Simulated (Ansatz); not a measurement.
Input structure:

```yaml
crystal:
  lattice:
    - [2.99751, 0.00000, 0.00000]
    - [0.00000, 2.99751, 0.00000]
    - [0.00000, 0.00000, 2.99751]
  atoms:
    - { symbol: Al, position: [0.50000, 0.50000, 0.62510] }
    - { symbol: Cu, position: [0.00000, 0.00000, 0.00000] }
```

### Say what kind of structure these coordinates give.

The material is AlCu. It belongs to space group P4mm (No. 99) and has a primitive tetragonal lattice. Counting shared atoms by their share gives 1 Al, 1 Cu, or 2 atoms. Around each Al lie four Cu at 2.40 Å. Around each Cu lie four Al at 2.40 Å. The bonds build AlCu layers parallel to (001).

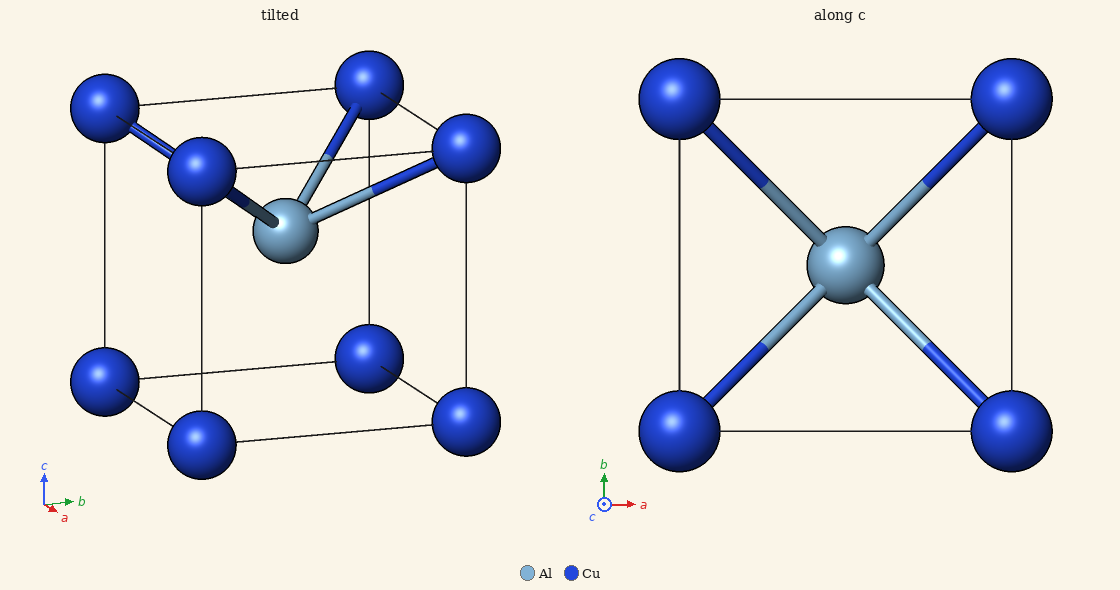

A ball-and-stick rendering, viewed slightly off an axis and along the c axis. The conventional unit cell is outlined; an atom on or near a face, edge or corner is repeated at each equivalent position.

It goes back to a structure listed in the Materials Project. The cell was then strained or its atoms displaced on purpose. Ansatz was used for an electronic-structure calculation on it.

At this level of theory the cell isn't at rest (forces up to 1.4 eV/Å), so its distances can differ from those at equilibrium, the more so the softer the solid.
